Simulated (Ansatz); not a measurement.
# Elastic-constant calculation of NbC

System: NbC (Fm-3m, 2 atoms in the cell).
Method: DFT, LDA, PAW with Ansatz's default frozen-core files, scalar-relativistic; elastic constants from stresses of strained cells, no spin polarisation (Ansatz 0.2.0).

The structure derives from an entry of the Crystallography Open Database. It belongs to a series of runs on one base structure; here: PAW files in place of LAPW. Figures and captions count atoms from 1; the log counts them from 0 in places.

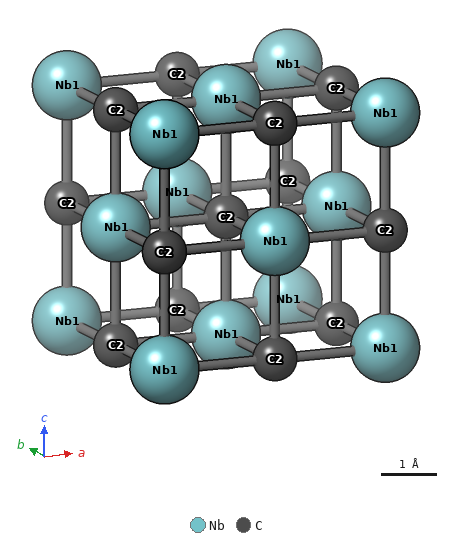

Figure 1. The structure (ball-and-stick view of the cell 4 times as large as that of the calculation, set on its symmetry axes, seen slightly off an axis; atoms are numbered from 1 in the order of the input). Near neighbours in the crystal (not all of them lie inside the picture): Nb has 6 C at 2.21 Å; C has 6 Nb at 2.21 Å.

Input file
```yaml
crystal:
  lattice:
    - [0.0, 2.21371034469, 2.21371034469]
    - [2.21371034469, 0.0, 2.21371034469]
    - [2.21371034469, 2.21371034469, 0.0]
  atoms:
    - { symbol: Nb, position: [0.0, 0.0, 0.0] }
    - { symbol: C, position: [0.5, 0.5, 0.5] }
kpoints:
  mp_grid: { grid: [18, 18, 18] }
scf:
  occupations: { method: fermi_dirac, width: 0.1 }
hamiltonian:
  xc: lda
  pseudopotentials: { kind: paw }
elastic:
  mode: relaxed_ion
  stencil: two_point
  amplitude: 0.005
```

Run on 1 thread of AMD EPYC (Zen 5), 16 GiB of memory available, shared host.

Launched with:
```bash
ansatz run input.yaml --threads 1 --pin off --max-ram 2560MiB --backend cpu --events-out ev --progress --plain --runs-dir out
```

Log
```
Engine: ansatz 0.2.0, x86_64-unknown-linux-gnu
Pseudopotentials: kind: paw
Pseudopotential: Nb, paw, valence charge 13, recommended cutoff 420 eV (normal), Nb.paw.azcp
Pseudopotential: C, paw, valence charge 4, recommended cutoff 420 eV (normal), C.paw.azcp
Functional definition: SPW92
  exchange = slater_x
  correlation = pw_c
Crystal: 2 atoms, lattice volume = 21.697 Å³
Basis set: ecut = 420 eV, 411 PW (Γ)
Bands: 13, of which v1, the nominal top of the filled ones, is band 9 counted from 1 (8 counted from 0)
Symmetry: 48 space group operations
Space group: Fm-3m (ITA 225), of the structure as read, at distance tolerance 2.8e-5 Å
k-points: 195 of 5832
Non-local potential: Nb, projectors of the file, l = 0: 3, l = 1: 2, l = 2: 2, l = 3: 1
Non-local potential: C, projectors of the file, l = 0: 2, l = 1: 2, l = 2: 1
PAW form: soft (Blöchl's): semilocal exchange-correlation on the pseudo side does not see the compensation charge
PAW frozen core: Nb, regenerated for the run's functional, and the local potential with it (the file was generated under x = pbe(κ = 0.804, μ = 0.2195149727645171), c = pbe(β = 0.06672455060314922))
PAW frozen core: C, regenerated for the run's functional, and the local potential with it (the file was generated under x = pbe(κ = 0.804, μ = 0.2195149727645171), c = pbe(β = 0.06672455060314922))
PAW one-centre angular grid: Nb, 590 points (default); XC on 64 Gauss nodes
PAW one-centre angular grid: C, 110 points (default); XC on 64 Gauss nodes
Initial density: superposition of atomic densities (neutral atoms: chi_scale 0, normalization atom), corrected by the library's trained network
Initial wavefunctions: pseudopotential atomic-orbital guess
Functional: x = slater, c = lda
SCF iter   1: F=—  HF=-4686.851364 eV  |F-HF|=—  |Δ(HF+E_count)|=         —  Δρ=5.95e-3  dr2=2.15e-3  ethr=1.77e-3  ⟨swp⟩=5.1  Hψ=30066  notcnv=0  defer=43
automatic band count: the SCF goes on with 17 bands, as 13 were too few: the levels above may hold too much charge
preconditioner: auto → none  [metal: Δε(μ)=0.051 eV  Ē_g=14.208 eV  σ=0.100 eV  W_gap=0.12  n_scr=8 (ndim 8)  ℏωp=23.9 eV  f_vac=0.000  D(μ)=0.75/eV (n_scr^D=8)  sad-step TF]
SCF iter   2: F=—  HF=-4686.850982 eV  |F-HF|=—  |Δ(HF+E_count)|=   3.83e-4  Δρ=3.43e-3  dr2=9.00e-4  ethr=1.27e-5  ⟨swp⟩=1.4  Hψ=5098  notcnv=0  defer=45
SCF iter   3: F=—  HF=-4686.850822 eV  |F-HF|=—  |Δ(HF+E_count)|=   1.60e-4  Δρ=3.96e-4  dr2=2.58e-5  ethr=5.29e-6  ⟨swp⟩=2.0  Hψ=4248  notcnv=0  defer=45
SCF iter   4: F=—  HF=-4686.850817 eV  |F-HF|=—  |Δ(HF+E_count)|=   4.69e-6  Δρ=1.57e-4  dr2=3.92e-6  ethr=1.51e-7  ⟨swp⟩=2.8  Hψ=4914  notcnv=0  defer=45
SCF iter   5: F=—  HF=-4686.850816 eV  |F-HF|=—  |Δ(HF+E_count)|=   1.23e-6  Δρ=2.85e-5  dr2=8.93e-8  ethr=2.30e-8  ⟨swp⟩=2.5  Hψ=4516  notcnv=0  defer=45
SCF iter   6: F=—  HF=-4686.850815 eV  |F-HF|=—  |Δ(HF+E_count)|=   4.69e-7  Δρ=1.55e-6  dr2=1.74e-10  ethr=5.25e-10  ⟨swp⟩=2.1  Hψ=4593  notcnv=0  defer=45
SCF iter   7: F=—  HF=-4686.850815 eV  |F-HF|=—  |Δ(HF+E_count)|=  2.36e-11  Δρ=6.51e-8  dr2=3.10e-13  ethr=1.02e-12  ⟨swp⟩=2.5  Hψ=4589  notcnv=0  defer=45
SCF iter   8: F=-4686.850815 eV  HF=-4686.850815 eV  |F-HF|=9.09e-13  |Δ(HF+E_count)|=  9.09e-13  Δρ=1.91e-8  dr2=3.86e-14  ethr=1.00e-12  ⟨swp⟩=7.1  Hψ=11900  notcnv=0
SCF 1 converged in 8 iterations: F = -4686.850815 eV  dr2 = 3.86e-14
  greatest PAW one-centre occupation: 0.997 electrons in one spin orbital (limit 2), on the Nb atom at site 0 (counted from 0), in its partial waves of l = 0
Crystal: 2 atoms, lattice volume = 21.588 Å³
Bands: 17, of which v1, the nominal top of the filled ones, is band 9 counted from 1 (8 counted from 0)
Symmetry: 16 space group operations
k-points: 480 of 5832
Initial density: handed on by an earlier stage of this run
Initial wavefunctions: those handed on with the density
iter 1 solved again at ethr=3.42e-6 eV; its pass at ethr=3.10e-3 eV (dr2=5.82e-4 eV) is discarded
SCF iter   1: F=—  HF=-4686.849706 eV  |F-HF|=—  |Δ(HF+E_count)|=         —  Δρ=1.65e-3  dr2=6.13e-4  ethr=3.42e-6  ⟨swp⟩=2.1  Hψ=45306  notcnv=0  defer=734
preconditioner: auto → none  [metal: Δε(μ)=0.002 eV  Ē_g=14.278 eV  σ=0.100 eV  W_gap=0.00  n_scr=8 (ndim 8)  ℏωp=24.0 eV  f_vac=0.000  D(μ)=0.75/eV (n_scr^D=8)]
SCF iter   2: F=—  HF=-4686.849567 eV  |F-HF|=—  |Δ(HF+E_count)|=   1.40e-4  Δρ=6.86e-4  dr2=1.16e-4  ethr=3.42e-6  ⟨swp⟩=1.1  Hψ=7334  notcnv=0  defer=734
SCF iter   3: F=—  HF=-4686.849537 eV  |F-HF|=—  |Δ(HF+E_count)|=   2.99e-5  Δρ=1.05e-4  dr2=2.48e-6  ethr=6.80e-7  ⟨swp⟩=1.1  Hψ=7292  notcnv=0  defer=734
SCF iter   4: F=—  HF=-4686.849536 eV  |F-HF|=—  |Δ(HF+E_count)|=   6.77e-7  Δρ=1.76e-5  dr2=6.63e-8  ethr=1.46e-8  ⟨swp⟩=1.1  Hψ=7290  notcnv=0  defer=734
SCF iter   5: F=—  HF=-4686.849536 eV  |F-HF|=—  |Δ(HF+E_count)|=   7.15e-8  Δρ=3.71e-6  dr2=1.24e-9  ethr=3.90e-10  ⟨swp⟩=2.7  Hψ=11019  notcnv=0  defer=734
SCF iter   6: F=—  HF=-4686.849536 eV  |F-HF|=—  |Δ(HF+E_count)|=  5.73e-11  Δρ=3.82e-7  dr2=1.45e-11  ethr=7.28e-12  ⟨swp⟩=2.0  Hψ=9057  notcnv=0  defer=734
SCF iter   7: F=—  HF=-4686.849536 eV  |F-HF|=—  |Δ(HF+E_count)|=  9.09e-13  Δρ=4.21e-8  dr2=3.20e-13  ethr=8.50e-14 (applied; sched 1.00e-12)  ⟨swp⟩=2.3  Hψ=10924  notcnv=0  defer=967
SCF iter   8: F=-4686.849536 eV  HF=-4686.849536 eV  |F-HF|=1.82e-12  |Δ(HF+E_count)|=    0.00e0  Δρ=8.50e-9  dr2=1.13e-14  ethr=1.00e-12  ⟨swp⟩=4.0  Hψ=19863  notcnv=0
SCF 2 converged in 8 iterations: F = -4686.849536 eV  dr2 = 1.13e-14
Crystal: 2 atoms, lattice volume = 21.805 Å³
iter 1 solved again at ethr=7.47e-10 eV; its pass at ethr=3.10e-3 eV (dr2=1.27e-7 eV) is discarded
SCF iter   1: F=—  HF=-4686.849592 eV  |F-HF|=—  |Δ(HF+E_count)|=         —  Δρ=4.77e-5  dr2=1.89e-7  ethr=7.47e-10  ⟨swp⟩=2.9  Hψ=45233  notcnv=0  defer=438
preconditioner: auto → none  [metal: Δε(μ)=0.019 eV  Ē_g=14.161 eV  σ=0.100 eV  W_gap=0.05  n_scr=8 (ndim 8)  ℏωp=23.9 eV  f_vac=0.000  D(μ)=0.76/eV (n_scr^D=8)]
SCF iter   2: F=—  HF=-4686.849592 eV  |F-HF|=—  |Δ(HF+E_count)|=   5.25e-8  Δρ=2.26e-5  dr2=3.72e-8  ethr=7.47e-10  ⟨swp⟩=2.1  Hψ=9214  notcnv=0  defer=438
SCF iter   3: F=—  HF=-4686.849592 eV  |F-HF|=—  |Δ(HF+E_count)|=   2.32e-8  Δρ=2.99e-6  dr2=4.67e-10  ethr=2.19e-10  ⟨swp⟩=1.5  Hψ=7886  notcnv=0  defer=438
SCF iter   4: F=—  HF=-4686.849592 eV  |F-HF|=—  |Δ(HF+E_count)|=  4.70e-10  Δρ=3.64e-7  dr2=1.71e-11  ethr=2.75e-12  ⟨swp⟩=1.7  Hψ=8259  notcnv=0  defer=438
SCF iter   5: F=—  HF=-4686.849592 eV  |F-HF|=—  |Δ(HF+E_count)|=  9.09e-13  Δρ=8.08e-8  dr2=1.07e-13  ethr=1.01e-13 (applied; sched 1.00e-12)  ⟨swp⟩=1.7  Hψ=8138  notcnv=0  defer=893
SCF iter   6: F=-4686.849592 eV  HF=-4686.849592 eV  |F-HF|=0.00e0  |Δ(HF+E_count)|=  9.09e-13  Δρ=5.87e-9  dr2=3.48e-15  ethr=1.00e-12  ⟨swp⟩=3.7  Hψ=19610  notcnv=0
SCF 3 converged in 6 iterations: F = -4686.849592 eV  dr2 = 3.48e-15
Crystal: 2 atoms, lattice volume = 21.696 Å³
Symmetry: 8 space group operations
k-points: 865 of 5832
iter 1 solved again at ethr=5.69e-8 eV; its pass at ethr=3.10e-3 eV (dr2=9.67e-6 eV) is discarded
SCF iter   1: F=—  HF=-4686.850516 eV  |F-HF|=—  |Δ(HF+E_count)|=         —  Δρ=2.54e-4  dr2=5.82e-6  ethr=5.69e-8  ⟨swp⟩=3.4  Hψ=86532  notcnv=0  defer=1312
preconditioner: auto → none  [metal: Δε(μ)=0.008 eV  Ē_g=14.216 eV  σ=0.100 eV  W_gap=0.02  n_scr=8 (ndim 8)  ℏωp=23.9 eV  f_vac=0.000  D(μ)=0.75/eV (n_scr^D=8)]
SCF iter   2: F=—  HF=-4686.850515 eV  |F-HF|=—  |Δ(HF+E_count)|=   1.15e-6  Δρ=1.14e-4  dr2=1.00e-6  ethr=3.42e-8  ⟨swp⟩=1.0  Hψ=12910  notcnv=0  defer=1312
SCF iter   3: F=—  HF=-4686.850515 eV  |F-HF|=—  |Δ(HF+E_count)|=   4.05e-7  Δρ=1.19e-5  dr2=7.63e-9  ethr=5.91e-9  ⟨swp⟩=1.0  Hψ=12890  notcnv=0  defer=1312
SCF iter   4: F=—  HF=-4686.850515 eV  |F-HF|=—  |Δ(HF+E_count)|=   1.35e-9  Δρ=1.48e-6  dr2=9.37e-11  ethr=4.49e-11  ⟨swp⟩=1.9  Hψ=17003  notcnv=0  defer=1312
SCF iter   5: F=—  HF=-4686.850515 eV  |F-HF|=—  |Δ(HF+E_count)|=  2.46e-11  Δρ=8.65e-8  dr2=4.90e-13  ethr=5.51e-13 (applied; sched 1.00e-12)  ⟨swp⟩=2.1  Hψ=16844  notcnv=0  defer=1707
SCF iter   6: F=-4686.850515 eV  HF=-4686.850515 eV  |F-HF|=9.09e-13  |Δ(HF+E_count)|=  1.82e-12  Δρ=5.82e-9  dr2=3.90e-15  ethr=1.00e-12  ⟨swp⟩=4.0  Hψ=38022  notcnv=0
SCF 4 converged in 6 iterations: F = -4686.850515 eV  dr2 = 3.90e-15
iter 1 solved again at ethr=9.56e-11 eV; its pass at ethr=3.10e-3 eV (dr2=1.62e-8 eV) is discarded
SCF iter   1: F=—  HF=-4686.850514 eV  |F-HF|=—  |Δ(HF+E_count)|=         —  Δρ=3.09e-5  dr2=1.34e-8  ethr=9.56e-11  ⟨swp⟩=2.8  Hψ=80598  notcnv=0  defer=1054
preconditioner: auto → none  [metal: Δε(μ)=0.007 eV  Ē_g=14.216 eV  σ=0.100 eV  W_gap=0.02  n_scr=8 (ndim 8)  ℏωp=23.9 eV  f_vac=0.000  D(μ)=0.75/eV (n_scr^D=8)]
SCF iter   2: F=—  HF=-4686.850515 eV  |F-HF|=—  |Δ(HF+E_count)|=   5.49e-8  Δρ=1.52e-5  dr2=2.35e-9  ethr=7.89e-11  ⟨swp⟩=1.0  Hψ=12892  notcnv=0  defer=1054
SCF iter   3: F=—  HF=-4686.850515 eV  |F-HF|=—  |Δ(HF+E_count)|=   1.86e-8  Δρ=1.79e-6  dr2=3.01e-11  ethr=1.38e-11  ⟨swp⟩=1.0  Hψ=12892  notcnv=0  defer=1054
SCF iter   4: F=—  HF=-4686.850515 eV  |F-HF|=—  |Δ(HF+E_count)|=  2.70e-10  Δρ=5.00e-8  dr2=2.77e-13  ethr=1.77e-13 (applied; sched 1.00e-12)  ⟨swp⟩=1.0  Hψ=12909  notcnv=0  defer=1719
SCF iter   5: F=-4686.850515 eV  HF=-4686.850515 eV  |F-HF|=0.00e0  |Δ(HF+E_count)|=  2.73e-12  Δρ=8.07e-9  dr2=1.10e-14  ethr=1.00e-12  ⟨swp⟩=4.0  Hψ=36466  notcnv=0
SCF 5 converged in 5 iterations: F = -4686.850515 eV  dr2 = 1.10e-14
SCF converged after 8 iterations
Free energy (F): -4686.850815 eV
Harris-Foulkes:  -4686.850815 eV  (|F-HF|=9.09e-13)
Internal energy: -4686.826542 eV  (E = F + TS)
E sigma→0 (E₀):  -4686.838679 eV
Entropy (-TS):   -0.024273 eV (-12.136 meV/atom)
Fermi energy:    19.118013 eV
--- Per-component energies (eV) ---
  E_band       = -26.668830
  E_kinetic    = 487.247406
  E_local      = -689.128039  (includes V_loc(G=0)·N_el)
  E_nonlocal   = 149.619466
  E_hartree    = 208.728810
  E_xc         = -224.431344
  E_vxc        = -274.940744  (∫ρ·V_xc dr)
  E_paw        = -3055.719129  (= ΣΔE_a)
  E_vpaw       = -116.924565  (= ΣTr[D̂ρ^β])
  E_aug_tail   = 0.000023  (compensation charges beyond the density's cutoff)
  E_ewald      = -1563.632261
  E_core_change = 0.488527  (= ΣΔE_core)
  E_smearing   = -0.024273  (= −TS)
  E_closure    = 0.000000  (closes the sum)
  Σ components = -4686.850815   (vs F -4686.850815, Δ=0.00e0)
--- Forces (eV/Å), atoms counted from 1 ---
  atom   1  Nb    -0.00000000     0.00000000    -0.00000000
  atom   2  C      0.00000000     0.00000000     0.00000000
  max |Σ_I F_I| component: 7.36e-30 eV/Å
--- Stress (GPa, compression-positive) ---
       -0.000446      -0.000000       0.000000
       -0.000000      -0.000446      -0.000000
        0.000000      -0.000000      -0.000446
  P = ⅓ Tr σ = -0.0004 GPa (-0.004 kbar)
--- Band table (eV; the first three rows and the last of 195) ---
  k-point 0: bands = ["-36.4083", "-12.1634", "-12.1634", "-12.1634", "5.6664", "17.7300", "17.7300", "17.7300", "18.8671", "18.8671", "18.8671", "19.4895", "19.4895", "27.1622", "29.0707", "41.9457", "41.9457"]
  k-point 1: bands = ["-36.4046", "-12.1939", "-12.1661", "-12.1661", "5.7493", "17.3464", "17.6165", "17.6165", "18.3196", "18.3196", "19.0992", "20.3116", "20.3116", "27.3023", "29.2713", "41.1931", "41.5627"]
  k-point 2: bands = ["-36.3940", "-12.2810", "-12.1741", "-12.1741", "5.9917", "16.5832", "16.9641", "16.9641", "18.2873", "18.2873", "19.4552", "21.4726", "21.4726", "27.6760", "29.8326", "39.7696", "40.5091"]
  k-point 194: bands = ["-36.2430", "-12.7856", "-12.6980", "-12.5027", "7.8362", "14.4417", "14.6272", "14.7452", "20.2517", "21.1081", "22.5066", "24.3433", "25.0096", "32.0017", "32.8069", "32.8161", "36.5068"]
--- Elastic constants: 2 strain directions × 2 members + reference (group order 48) ---
  dense FFT box of the reference and of every strained cell: 24×24×24
  strains applied: 11, 23; error gains: componentwise 1.00 (the most a stress slope's error grows in a printed constant), spectral 1.73 (1 for all six strains in a standard setting)
  C = ∂σ_k/∂η_j (tension-positive GPa; Voigt order 11 22 33 23 13 12):
       738.457    130.167    130.167      0.000      0.000      0.000
       130.167    738.457    130.167      0.000      0.000     -0.000
       130.167    130.167    738.457      0.000     -0.000     -0.000
         0.000     -0.000     -0.000    177.187     -0.000     -0.000
        -0.000     -0.000      0.000     -0.000    177.187      0.000
        -0.000      0.000     -0.000     -0.000     -0.000    177.187
  reference stress σ⁰ (GPa):      0.000      0.000      0.000      0.000     -0.000      0.000
  C* (energy form; C + prestress term) asymmetry max|C*_kj − C*_jk| = 5.684e-14 GPa — a small one proves nothing (zero by symmetry where the batch's group is 432, −43m or m−3m); a large one is finite-difference/SCF noise where every solve meets its electron count
  moduli (Voigt/Reuss/Hill, GPa): K = 332.93/332.93/332.93   G = 227.97/212.70/220.34   E = 541.54   ν = 0.229
  mechanically stable: yes (min eigenvalue of sym C = 177.19 GPa)
  strain η (Voigt 11):  stress-route row diagonal C_11 = 738.46 GPa, energy-path curvature d²(F+E_count+ΔE)/dδ²/Ω₀ = 738.35 GPa
         δ    σ_11 (GPa)             F (eV)   n_scf  n_hpsi   n_pw
    -5.000e-3      -3.7902       -4686.8495362       8  124103    444   relax 0 steps, max|allowed force component| 1.97e-31 eV/Å
     5.000e-3       3.5944       -4686.8495921       6  104350    444   relax 0 steps, max|allowed force component| 5.42e-31 eV/Å
  strain η (Voigt 23):  stress-route row diagonal C_44 = 177.19 GPa, energy-path curvature d²(F+E_count+ΔE)/dδ²/Ω₀ = 177.25 GPa
         δ    σ_23 (GPa)             F (eV)   n_scf  n_hpsi   n_pw
    -5.000e-3      -0.8859       -4686.8505146       6  194965    444   relax 0 steps, max|allowed force component| 3.55e-30 eV/Å
     5.000e-3       0.8859       -4686.8505146       5  166521    444   relax 0 steps, max|allowed force component| 1.66e-29 eV/Å
```

File elastic.tsv
```
# convention: tension-positive GPa; Voigt order 11 22 33 23 13 12; engineering shear strains; stresses and constants hold the Pulay correction, whose part of sigma0, of c and of each member's stress the lines and columns named pulay_correction_..._gpa give (of
# sigma0_gpa = 4.4592349367e-4 4.4592349369e-4 4.4592349368e-4 1.4823111572e-15 -3.7057778929e-16 1.1117333679e-15
# pulay_correction_sigma0_gpa = -2.9188946474e-1 -2.9188946474e-1 -2.9188946474e-1 -3.3927409908e-20 -0.0000000000e0 -3.6189237235e-19
# c_energy_asymmetry_gpa = 5.6843418861e-14
# group_order = 48
# error_gain_componentwise = 1.0000000000e0	error_gain_spectral = 1.7320508076e0
# k_voigt_gpa = 3.3293012344e2	k_reuss_gpa = 3.3293012344e2	k_hill_gpa = 3.3293012344e2
# g_voigt_gpa = 2.2797013565e2	g_reuss_gpa = 2.1270177691e2	g_hill_gpa = 2.2033595628e2
# youngs_gpa = 5.4154215171e2	poisson = 2.2890099474e-1
# min_eigenvalue_gpa = 1.7718681287e2	stable = true
# k	c_k1_gpa	c_k2_gpa	c_k3_gpa	c_k4_gpa	c_k5_gpa	c_k6_gpa	c_energy_k1_gpa	c_energy_k2_gpa	c_energy_k3_gpa	c_energy_k4_gpa	c_energy_k5_gpa	c_energy_k6_gpa	pulay_correction_c_k1_gpa	pulay_correction_c_k2_gpa	pulay_correction_c_k3_gpa	pulay_correction_c_k4_gpa	pu
```

Results in brief

```json
{"quantity": "outcome", "value": "converged"}
{"quantity": "space group (tolerance 0.01 Å)", "value": "Fm-3m (225)"}
{"quantity": "electrons treated", "value": "17"}
{"quantity": "free energy", "value": "−4686.8508 eV"}
{"quantity": "Fermi energy", "value": "19.118 eV"}
{"quantity": "pressure", "value": "0.00 GPa"}
{"quantity": "largest force (length of the vector)", "value": "under 0.001 eV/Å"}
{"quantity": "wall time", "value": "16 s"}
{"quantity": "peak memory", "value": "0.63 GiB"}
```
